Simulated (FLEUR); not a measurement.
**A series of single points on BaS**

System: BaS (Fm-3m, 2 atoms in the cell).
Method: Kohn-Sham DFT of a periodic cell, PBE, all-electron, no spin polarisation (FLEUR MaX-R8.1 (later development tree)).

The 7 runs differ only in the geometry, by an even scaling of the cell at fixed fractional positions. The structure derives from an entry of the Crystallography Open Database.

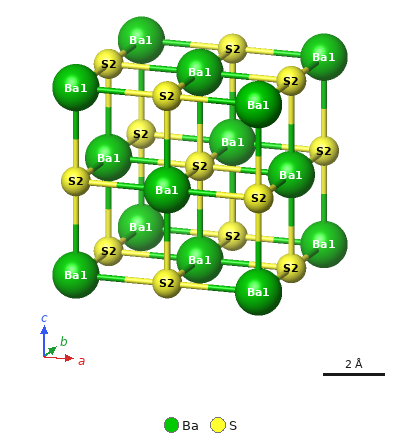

Figure 1. The structure of run 4 (ball-and-stick view of the cell 4 times as large as that of the calculation, set on its symmetry axes, seen slightly off an axis; atoms are numbered from 1 in the order of the input).

**Input of run 4**
```
<?xml version="1.0" encoding="UTF-8" standalone="no"?>
<fleurInput fleurInputVersion="0.39">
   <comment>
      BaS                                                                                                 
   </comment>
   <calculationSetup>
      <cutoffs Kmax="3.8" Gmax="11.8" GmaxXC="11.8" numbands="0"/>
      <scfLoop itmax="60" minDistance="0.00001" maxIterBroyd="15" imix="Anderson" alpha="0.05" precondParam="0.0" spinf="2.0" sdNocoIR="T"/>
      <coreElectrons ctail="T" frcor="F" kcrel="0" coretail_lmax="0"/>
      <xcFunctional name="pbe" relativisticCorrections="F"/>
      <magnetism jspins="1"/>
      <soc l_soc="F" theta="0.0" phi="0.0" spav="F"/>
      <expertModes spex="0" secvar="F"/>
      <geometryOptimization l_f="T" forcealpha="1.0" forcemix="BFGS" epsdisp="0.0005" epsforce="0.0002"/>
      <ldaU l_linMix="F" mixParam="0.05" spinf="1.0"/>
   </calculationSetup>
   <cell>
      <bzIntegration valenceElectrons="26.0" mode="hist" fermiSmearingEnergy="0.00183747">
         <kPointListSelection listName="default-1"/>
         <!-- k-points included here -->
         <xi:include xmlns:xi="http://www.w3.org/2001/XInclude" href="kpts.xml"> </xi:include>
      </bzIntegration>
      <!-- symmetry operations included here -->
      <xi:include xmlns:xi="http://www.w3.org/2001/XInclude" href="sym.xml"> </xi:include>
      <bulkLattice scale="1.0">
         <bravaisMatrix>
            <row-1>    0.0000000000000000     6.0353128104412495     6.0353128104412495</row-1>
            <row-2>    6.0353128104412495     0.0000000000000000     6.0353128104412495</row-2>
            <row-3>    6.0353128104412495     6.0353128104412495     0.0000000000000000</row-3>
         </bravaisMatrix>
      </bulkLattice>
   </cell>
   <atomSpecies>
      <species name="Barium (Ba)" element="Ba" atomicNumber="56">
         <mtSphere radius="2.66" gridPoints="879" logIncrement="0.015"/>
         <atomicCutoffs lmax="11" lnonsphr="8"/>
         <electronConfig flipSpins="F">
            <coreConfig>(1s1/2) (2s1/2) (2p1/2) (2p3/2) (3s1/2) (3p1/2) (3p3/2) (4s1/2) (3d3/2) (3d5/2) (4p1/2) (4p3/2)</coreConfig>
            <valenceConfig>(5s1/2) (4d3/2) (4d5/2) (5p1/2) (5p3/2) (6s1/2)</valenceConfig>
         </electronConfig>
         <energyParameters s="6" p="5" d="4" f="4"/>
         <lo type="SCLO" l="0" n="5" eDeriv="0"/>
         <lo type="HELO" l="1" n="6" eDeriv="0"/>
         <lo type="HELO" l="1" n="6" eDeriv="1"/>
         <lo type="HELO" l="2" n="5" eDeriv="0"/>
         <lo type="HELO" l="2" n="5" eDeriv="1"/>
         <lo type="SCLO" l="3" n="4" eDeriv="2"/>
      </species>
      <species name="Sulfur (S)" element="S" atomicNumber="16">
         <mtSphere radius="2.62" gridPoints="879" logIncrement="0.013"/>
         <atomicCutoffs lmax="11" lnonsphr="8"/>
         <electronConfig flipSpins="F">
            <coreConfig>(1s1/2) (2s1/2) (2p1/2) (2p3/2)</coreConfig>
            <valenceConfig>(3s1/2) (3p1/2) (3p3/2)</valenceConfig>
            <stateOccupation state="(3p1/2)" spinUp="0.666667" spinDown="0.666667"/>
            <stateOccupation state="(3p3/2)" spinUp="1.333333" spinDown="1.333333"/>
         </electronConfig>
         <energyParameters s="3" p="3" d="3" f="4"/>
         <lo type="SCLO" l="0" n="3" eDeriv="2"/>
         <lo type="SCLO" l="1" n="3" eDeriv="2"/>
         <lo type="SCLO" l="2" n="3" eDeriv="2"/>
         <lo type="SCLO" l="3" n="4" eDeriv="2"/>
      </species>
   </atomSpecies>
   <atomGroups>
      <atomGroup species="Barium (Ba)">
         <relPos label="                   1">.0000000000 .0000000000 .0000000000</relPos>
         <force calculate="T" relaxXYZ="TTT"/>
      </atomGroup>
      <atomGroup species="Sulfur (S)">
         <relPos label="                   2">1.000/2.000 1.000/2.000 1.000/2.000</relPos>
         <force calculate="T" relaxXYZ="TTT"/>
      </atomGroup>
   </atomGroups>
   <output dos="F" band="F" slice="F">
      <checks vchk="F" cdinf="F"/>
      <bandDOS minEnergy="-.5*Htr" maxEnergy="0.5*Htr" sigma="0.015" storeEVData="T"/>
      <vacuumDOS vacdos="F" integ="F" star="F" nstars="0" locx1="0.0" locy1="0.0" locx2="0.0" locy2="0.0" nstm="0" tworkf="0.0"/>
      <unfoldingBand unfoldBand="F" supercellX="1" supercellY="1" supercellZ="1"/>
      <plotting iplot="0" polar="F">
         <plot TwoD="T" vec1="  1.0  0.0  0.0" vec2="  0.0  1.0  0.0" vec3="  0.0  0.0  1.0" zero="  0.0  0.0  0.0" file="plot"/>
      </plotting>
      <chargeDensitySlicing numkpt="0" minEigenval="0.0" maxEigenval="0.0" nnne="0" pallst="F"/>
      <specialOutput eonly="F"/>
      <moessbauerParams electricFieldGradient="T" isomerShift="T" coreHyperfine="T" valenceHyperfine="T"/>
      <magneticCircularDichroism mcd="F" energyLo="-10.0" energyUp="0.0"/>
   </output>
  <!-- We include the file relax.xml here to enable relaxations (see documentation) -->
  <xi:include xmlns:xi="http://www.w3.org/2001/XInclude" href="relax.xml"> <xi:fallback/> </xi:include>
</fleurInput>
```

Command:
```bash
inpgen -f crystal.txt -profile fastHighL; fleur_MPI
```

Run 5 has the same physical settings and fractional positions; its lattice vectors (Å) are:
```
   0.000000    3.214901    3.214901
   3.214901    0.000000    3.214901
   3.214901    3.214901    0.000000
```

**Results, with one run withheld**

| run | volume per atom (Å³) | free energy per atom, from the lowest run given (meV) | gap on the mesh (eV) |
| --- | --- | --- | --- |
| 1 | 30.622 | 28.87 | 2.17 |
| 2 | 31.273 | 14.81 | 2.20 |
| 3 | 31.925 | 5.35 | 2.23 |
| 4 | 32.576 | 0.00 | 2.26 |
| 5 | 33.228 | ? | ? |
| 6 | 33.879 | 0.02 | 2.32 |
| 7 | 34.531 | 4.69 | 2.34 |

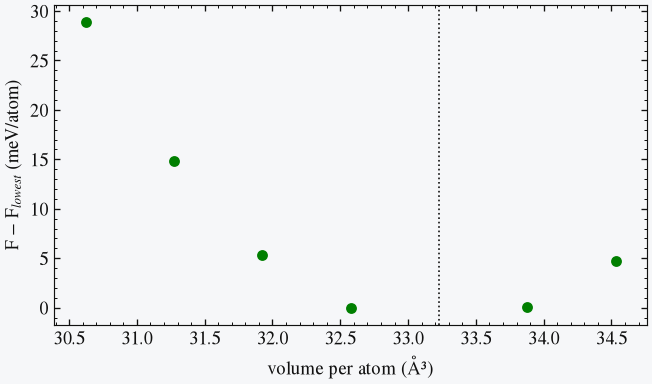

Figure 2. Free energy per atom of the runs given; the dotted line marks run 5.

Estimate the energy of run 5 from the others.

A cubic polynomial in V^(−2/3) (the Birch–Murnaghan form), fitted to the 6 runs given, misses them by at most 0.01 meV per atom. With x = V^(−2/3) − 0.09836 Å⁻², it reads F = 0.94875 + 3298.7 x + 1.0504e+06 x² + 2.4631e+06 x³ (meV per atom). At run 5 it gives −1.65 meV per atom, and the run itself gives −1.64. The fit has its minimum at 33.214 Å³ per atom, where V d²F/dV² gives 41.7 GPa: the bulk modulus at this level, since symmetry fixes the shape and the positions. The gap on the mesh goes, without turning, from 2.17 eV in run 1 to 2.34 eV in run 7; run 5 has 2.29 eV. These are gaps of this functional on this mesh, which can miss the band edges; they aren't the measured gap.

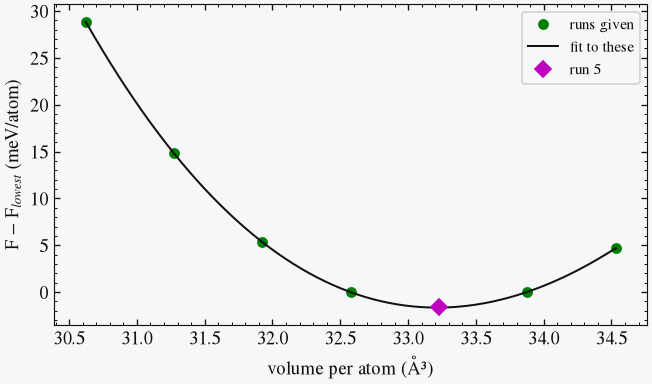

Figure 3. The fit and the withheld run.

**Output (run 5)**
```
Welcome to FLEUR        (www.flapw.de)
      MaX-Release 8.1          (www.max-centre.eu)

 ========== k-point set info ==========
 Selected k-point list: default-1
 k-point list type: mesh
 7 x 7 x 7
 Number of k points: 20

 ------------Calculation Setup---------------------------
 Number of MPI-tasks      :            1
 Number of PE/node        :            1
 Number of OMP-threads    :            1
 Most efficient MPI parallelization for:
           1           2           4           5          10          20
 Additional eigenvalue parallelization possible
 Number of basis functions:          508
 Approximate size of matrices (H+S) per k-point:         0.004 GB
 --------------------------------------------------------

 Iteration:     1   Distance:       6.44847212 me/bohr^3

 Iteration:     2   Distance:       5.70381613 me/bohr^3

 Iteration:     3   Distance:       2.47362191 me/bohr^3

 Iteration:     4   Distance:       1.74126766 me/bohr^3

 Iteration:     5   Distance:       0.46938121 me/bohr^3

 Iteration:     6   Distance:       0.42891963 me/bohr^3

 Iteration:     7   Distance:       0.20763862 me/bohr^3

 Iteration:     8   Distance:       0.02005840 me/bohr^3

 Iteration:     9   Distance:       0.01916015 me/bohr^3

 Iteration:    10   Distance:       0.00250043 me/bohr^3

 Iteration:    11   Distance:       0.00169856 me/bohr^3

 Iteration:    12   Distance:       0.00033993 me/bohr^3

 Iteration:    13   Distance:       0.00004003 me/bohr^3

 Iteration:    14   Distance:       0.00003289 me/bohr^3

 Iteration:    15   Distance:       0.00000410 me/bohr^3

 ********************************************************************
 Run finished successfully
 Stop message:
   all done
 ********************************************************************
```
